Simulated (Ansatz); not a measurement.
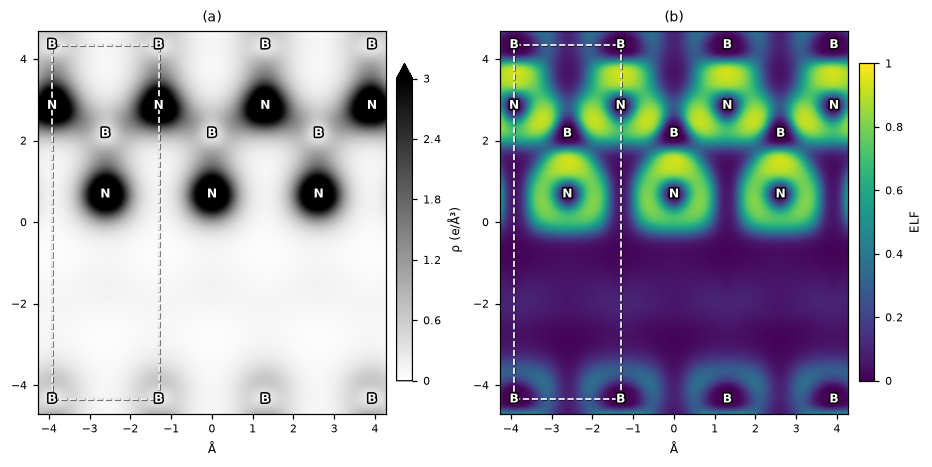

*BN. (a) valence electron density; (b) electron localisation function on the (010) plane of the conventional cell.*

Space group I4₁md; a structure generated by program, which may or may not match a known phase.

These are results of DFT PBE, scalar-relativistic, plane waves, PAW in Ansatz, not measurements.

Core electrons are frozen (PAW), and the valence fields are smoothed inside the atomic spheres.

```cif
data_structure
_symmetry_space_group_name_H-M 'P 1'
_symmetry_Int_Tables_number 1
_cell_length_a 2.6157
_cell_length_b 2.6157
_cell_length_c 8.6942
_cell_angle_alpha 90.000
_cell_angle_beta 90.000
_cell_angle_gamma 90.000
_cell_volume 59.48
loop_
_atom_site_label
_atom_site_type_symbol
_atom_site_fract_x
_atom_site_fract_y
_atom_site_fract_z
_atom_site_occupancy
B1 B 0.00000 0.00000 0.33576 1
B2 B 0.50000 0.50000 0.83576 1
B3 B 0.50000 0.00000 0.08576 1
B4 B 0.00000 0.50000 0.58576 1
N1 N 0.00000 0.00000 0.16424 1
N2 N 0.50000 0.50000 0.66424 1
N3 N 0.00000 0.50000 0.41424 1
N4 N 0.50000 0.00000 0.91424 1
```

**What do the fields say about this system?**

Atoms in the plane: B and N. B–N (1.49 Å): ρ at the midpoint is about 1.7 e/Å³; the ELF peaks at about 0.95 between the atoms. Between the atoms the lowest density in this plane is 0.04 e/Å³.

**Which way does charge flow, and how much by Bader's partition?**

Electrons move from B towards N. Bader charges: B +2.16 and N −2.16 e.
